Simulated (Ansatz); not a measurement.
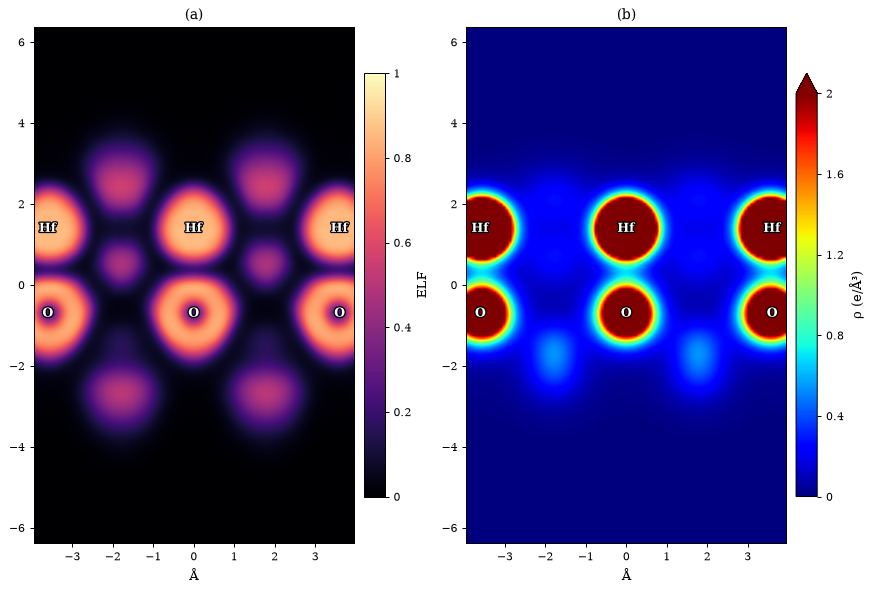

*HfO₂ (slab). (a) ELF; (b) valence charge density (pseudo) on the (100) plane of the calculation cell, a cut from vacuum to vacuum.*

Not relaxed (largest force 0.5 eV/Å); PAW files of the earlier set (soft_1).

Theory: Ansatz, DFT PBE, scalar-relativistic, plane waves, PAW.

The density is the valence pseudo-density of a PAW calculation; it isn't the true density close to the nuclei.

```cif
data_structure
_symmetry_space_group_name_H-M 'P 1'
_symmetry_Int_Tables_number 1
_cell_length_a 3.6049
_cell_length_b 3.6049
_cell_length_c 21.3572
_cell_angle_alpha 90.000
_cell_angle_beta 90.000
_cell_angle_gamma 120.000
_cell_volume 240.36
loop_
_atom_site_label
_atom_site_type_symbol
_atom_site_fract_x
_atom_site_fract_y
_atom_site_fract_z
_atom_site_occupancy
O1 O 0.00000 0.00000 0.18729 1
Hf1 Hf 0.66667 0.33333 0.22175 1
O2 O 0.33333 0.66667 0.25620 1
O3 O 0.66667 0.33333 0.31996 1
Hf2 Hf 0.33333 0.66667 0.35463 1
O4 O 0.00000 0.00000 0.39130 1
```

> Describe what can be read from this map.

- Atoms in the plane: O and Hf.
- Hf–O (2.10 Å): the density is about 0.69 e/Å³ at the midpoint; the ELF peaks at about 0.85 in the valence shell of O, 0.6 Å from its nucleus, and is about 0.20 at the midpoint; no shared electron pair shows on this line.
- The density dies away to nearly zero in the vacuum.
- The features right at Hf lie inside the PAW spheres, where the map follows smoothed inner orbitals and isn't to be read closely.

> Does the calculation give a band gap?

It is gapped, with a Kohn–Sham gap of 4.4 eV on the k-point mesh (the band edges may lie off the mesh, which would make the gap smaller).
